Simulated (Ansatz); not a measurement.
# Mending a single-point calculation on SnO2

System: SnO2 (P4₂/mnm, 6 atoms in the cell).
Method of the first run: DFT, PBE, plane waves, PAW, no spin polarisation (Ansatz 0.2.0).

The structure derives from an entry of the Crystallography Open Database. Some settings of this run were made unusual or wrong on purpose. Text and figures count atoms from 1; the logs count them from 0 in places.

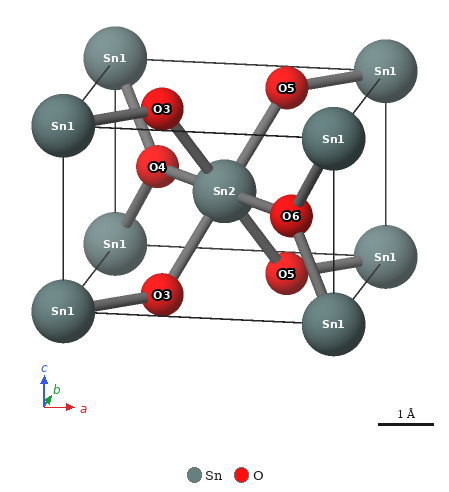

The structure (ball-and-stick view of the cell of the calculation, seen slightly off an axis; atoms are numbered from 1 in the order of the input). An atom can appear more than once, as a periodic image. Near neighbours in the periodic cell (some may lie outside the picture): Sn has 6 O at 2.18 to 2.22 Å; O has 3 Sn at 2.18 to 2.22 Å.

### Input, the first run
```yaml
crystal:
  lattice:
    - [5.0208131959, 0.0, 0.0]
    - [0.0, 5.0208131959, 0.0]
    - [0.0, 0.0, 3.4970302158]
  atoms:
    - { symbol: Sn, position: [0.0, 0.0, 0.0] }
    - { symbol: Sn, position: [0.5, 0.5, 0.5] }
    - { symbol: O, position: [0.3066050863, 0.3066050863, 0.0] }
    - { symbol: O, position: [0.1933949137, 0.8066050863, 0.5] }
    - { symbol: O, position: [0.6933949137, 0.6933949137, 0.0] }
    - { symbol: O, position: [0.8066050863, 0.1933949137, 0.5] }
basis:
  ecutwfc: 420
kpoints:
  mp_grid: { grid: [1, 1, 1] }
hamiltonian:
  xc: pbe
scf:
  occupations: { method: gaussian, width: 0.05 }
  max_iter: 60
output:
  forces: true
  eigenvalues: true
  stress: true
```

Launched with:
```bash
ansatz run input.yaml --threads 2 --pin off --max-ram 5120MiB --backend cpu --events-out ev --progress --plain --runs-dir out
```

Hardware: 2 threads of AMD EPYC (Zen 3), 189 GiB of memory available, shared host.

### Output, shortened to warnings, some set-up lines, iterations and results (the first run)
```
Basis set: ecut = 420 eV, 1735 PW (Γ), exchange–correlation on 72×72×48 points (8 copies of the dense FFT grid, shifted against one another)
Symmetry: 16 space group operations
k-points: 1
Initial density: superposition of atomic densities (neutral atoms: chi_scale 0, normalization atom), corrected by the library's trained network
[...]
SCF iter   1: F=—  HF=-14310.198230 eV  |F-HF|=—  |Δ(HF+E_count)|=         —  Δρ=7.76e-2  dr2=1.59e0  ethr=1.77e-3  ⟨swp⟩=6.0  Hψ=150  notcnv=0
SCF iter   2: F=—  HF=-14309.723423 eV  |F-HF|=—  |Δ(HF+E_count)|=   4.75e-1  Δρ=4.06e-2  dr2=4.78e-1  ethr=1.77e-3  ⟨swp⟩=2.0  Hψ=44  notcnv=0  defer=2
SCF iter   3: F=—  HF=-14309.537742 eV  |F-HF|=—  |Δ(HF+E_count)|=   1.86e-1  Δρ=4.39e-3  dr2=1.68e-2  ethr=9.20e-4  ⟨swp⟩=2.0  Hψ=50  notcnv=0
SCF iter   4: F=—  HF=-14309.534435 eV  |F-HF|=—  |Δ(HF+E_count)|=   3.31e-3  Δρ=1.70e-3  dr2=2.49e-3  ethr=3.23e-5  ⟨swp⟩=2.0  Hψ=55  notcnv=0
SCF iter   5: F=—  HF=-14309.534651 eV  |F-HF|=—  |Δ(HF+E_count)|=   2.16e-4  Δρ=6.09e-4  dr2=2.86e-4  ethr=4.79e-6  ⟨swp⟩=2.0  Hψ=42  notcnv=0
SCF iter   6: F=—  HF=-14309.534657 eV  |F-HF|=—  |Δ(HF+E_count)|=   5.80e-6  Δρ=1.21e-4  dr2=1.43e-5  ethr=5.49e-7  ⟨swp⟩=2.0  Hψ=56  notcnv=0
SCF iter   7: F=—  HF=-14309.534462 eV  |F-HF|=—  |Δ(HF+E_count)|=   1.95e-4  Δρ=2.87e-5  dr2=7.37e-7  ethr=2.75e-8  ⟨swp⟩=2.0  Hψ=46  notcnv=0
SCF iter   8: F=-14309.534464 eV  HF=-14309.534464 eV  |F-HF|=2.79e-8  |Δ(HF+E_count)|=   1.72e-6  Δρ=3.67e-6  dr2=1.05e-8  ethr=1.92e-10  ⟨swp⟩=6.0  Hψ=137  notcnv=0
SCF 1 converged in 8 iterations: F = -14309.534464 eV  dr2 = 1.05e-8
SCF converged after 8 iterations
Free energy (F): -14309.534464 eV
Harris-Foulkes:  -14309.534464 eV  (|F-HF|=2.79e-8)
Internal energy: -14309.534062 eV  (E = F + TS)
E sigma→0 (E₀):  -14309.534263 eV
Entropy (-TS):   -0.000401 eV (-0.067 meV/atom)
Fermi energy:    6.184035 eV
--- Per-component energies (eV) ---
  E_band       = -229.412053
  E_kinetic    = 1075.384698
  E_local      = -3256.060761  (includes V_loc(G=0)·N_el)
  E_nonlocal   = 130.958855
  E_hartree    = 1623.376558
  E_xc         = -1057.596283
  E_vxc        = -565.313356  (∫ρ·V_xc dr)
  E_paw        = -8909.779697  (= ΣΔE_a)
  E_vpaw       = -861.142766  (= ΣTr[D̂ρ^β])
  E_aug_tail   = 0.009274  (compensation charges beyond the density's cutoff)
  E_ewald      = -3915.826706
  E_smearing   = -0.000401  (= −TS)
  E_closure    = 0.000000  (closes the sum)
  Σ components = -14309.534464   (vs F -14309.534464, Δ=0.00e0)
--- Forces (eV/Å), atoms counted from 1 ---
  atom   1  Sn     0.00000000     0.00000000     0.00000000
  atom   2  Sn     0.00000000    -0.00000000     0.00000000
  atom   3  O     -0.38520901    -0.38520901     0.00000000
  atom   4  O      0.38520901    -0.38520901     0.00000000
  atom   5  O      0.38520901     0.38520901     0.00000000
  atom   6  O     -0.38520901     0.38520901     0.00000000
  max |Σ_I F_I| component: 5.55e-17 eV/Å
--- Stress (GPa, compression-positive) ---
       11.802010       0.000000       0.000000
        0.000000      11.802010       0.000000
        0.000000       0.000000      18.094781
  P = ⅓ Tr σ = 13.8996 GPa (138.996 kbar)
```

> Diagnose this run and give a change of the input that cures it.

This input holds a deliberate fault: one k-point for a small cell (`kpoints.mp_grid.grid`). One point cannot sample the zone of a small cell. The run converged all the same; its numbers are those of the faulty input and shouldn't be used. So coarse a mesh can miss the band edges, so the true gap of this method can be much smaller, or zero.

A run of the same system that converges differs from this input as follows (lines with − go, lines with + come):
```diff
-  mp_grid: { grid: [1, 1, 1] }
+  mp_grid: { grid: [6, 6, 8] }
-  max_iter: 60
```

### Output, shortened to warnings, some set-up lines, iterations and results (the second run)
```
Basis set: ecut = 420 eV, 1735 PW (Γ), exchange–correlation on 72×72×48 points (8 copies of the dense FFT grid, shifted against one another)
Symmetry: 16 space group operations
k-points: 50 of 288
Initial density: superposition of atomic densities (neutral atoms: chi_scale 0, normalization atom), corrected by the library's trained network
[...]
SCF iter   1: F=—  HF=-14316.981876 eV  |F-HF|=—  |Δ(HF+E_count)|=         —  Δρ=3.07e-3  dr2=5.56e-3  ethr=1.77e-3  ⟨swp⟩=6.1  Hψ=7188  notcnv=0  defer=2
SCF iter   2: F=—  HF=-14316.979927 eV  |F-HF|=—  |Δ(HF+E_count)|=   1.95e-3  Δρ=1.15e-3  dr2=7.66e-4  ethr=1.07e-5  ⟨swp⟩=2.2  Hψ=3277  notcnv=0  defer=11
SCF iter   3: F=—  HF=-14316.979990 eV  |F-HF|=—  |Δ(HF+E_count)|=   6.29e-5  Δρ=5.88e-4  dr2=2.49e-4  ethr=1.47e-6  ⟨swp⟩=2.9  Hψ=2943  notcnv=0  defer=1
SCF iter   4: F=—  HF=-14316.980084 eV  |F-HF|=—  |Δ(HF+E_count)|=   9.48e-5  Δρ=2.71e-4  dr2=5.56e-5  ethr=4.79e-7  ⟨swp⟩=2.4  Hψ=2332  notcnv=0  defer=1
SCF iter   5: F=—  HF=-14316.979907 eV  |F-HF|=—  |Δ(HF+E_count)|=   1.77e-4  Δρ=5.49e-5  dr2=2.60e-6  ethr=1.07e-7  ⟨swp⟩=2.0  Hψ=2195  notcnv=0  defer=1
SCF iter   6: F=-14316.979909 eV  HF=-14316.979909 eV  |F-HF|=3.11e-8  |Δ(HF+E_count)|=   1.57e-6  Δρ=6.19e-6  dr2=3.35e-8  ethr=1.92e-10  ⟨swp⟩=6.9  Hψ=7786  notcnv=0
SCF 1 converged in 6 iterations: F = -14316.979909 eV  dr2 = 3.35e-8
SCF converged after 6 iterations
Free energy (F): -14316.979909 eV
Harris-Foulkes:  -14316.979909 eV  (|F-HF|=3.11e-8)
Internal energy: -14316.979748 eV  (E = F + TS)
E sigma→0 (E₀):  -14316.979829 eV
Entropy (-TS):   -0.000161 eV (-0.027 meV/atom)
Fermi energy:    6.626691 eV
--- Per-component energies (eV) ---
  E_band       = -259.512251
  E_kinetic    = 1059.178287
  E_local      = -3227.656328  (includes V_loc(G=0)·N_el)
  E_nonlocal   = 131.412601
  E_hartree    = 1606.662053
  E_xc         = -1048.958165
  E_vxc        = -555.436022  (∫ρ·V_xc dr)
  E_paw        = -8921.800959  (= ΣΔE_a)
  E_vpaw       = -880.346751  (= ΣTr[D̂ρ^β])
  E_aug_tail   = 0.009469  (compensation charges beyond the density's cutoff)
  E_ewald      = -3915.826706
  E_smearing   = -0.000161  (= −TS)
  E_closure    = 0.000000  (closes the sum)
  Σ components = -14316.979909   (vs F -14316.979909, Δ=0.00e0)
--- Forces (eV/Å), atoms counted from 1 ---
  atom   1  Sn     0.00000000    -0.00000000     0.00000000
  atom   2  Sn     0.00000000     0.00000000     0.00000000
  atom   3  O      0.19366731     0.19366731     0.00000000
  atom   4  O     -0.19366731     0.19366731     0.00000000
  atom   5  O     -0.19366731    -0.19366731     0.00000000
  atom   6  O      0.19366731    -0.19366731     0.00000000
  max |Σ_I F_I| component: 2.78e-17 eV/Å
--- Stress (GPa, compression-positive) ---
      -16.239004       0.000000       0.000000
        0.000000     -16.239004       0.000000
        0.000000       0.000000     -26.224675
  P = ⅓ Tr σ = -19.5676 GPa (-195.676 kbar)
```

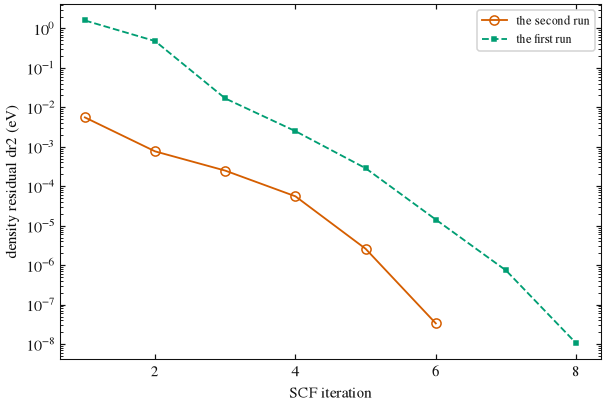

Convergence of the two runs: density residual dr2 against the SCF iteration. The second run takes 6 iterations in all, and the first run takes 8.

### The two runs side by side

| quantity | the first run | the second run |
| --- | --- | --- |
| outcome | converged | converged |
| free energy per atom (eV) | −2384.9224 | −2386.1633 |
| gap on the mesh (eV) | 0.22 | 0.09 |
| pressure (GPa) | 13.90 | −19.57 |
| largest force (eV/Å) | 0.545 | 0.274 |
| SCF iterations | 8 | 6 |
| irreducible k-points | 1 | 50 |
| plane waves at Γ | 1735 | 1735 |
| wall time (shared host) | 1.1 s | 7.3 s |

The free energy of the second run is 1240.9 meV per atom lower, which comes mainly from the change of mesh; a solver setting shouldn't move a converged energy. The gap on the mesh goes from 0.22 to 0.09 eV. The pressure goes from 13.90 to −19.57 GPa. The largest force goes from 0.545 to 0.274 eV/Å. The SCF takes 6 iterations against 8. The irreducible k-points go from 1 to 50.

Notes on the second run: The cell is under a tension of 19.6 GPa at this level, so it is not at its equilibrium volume.
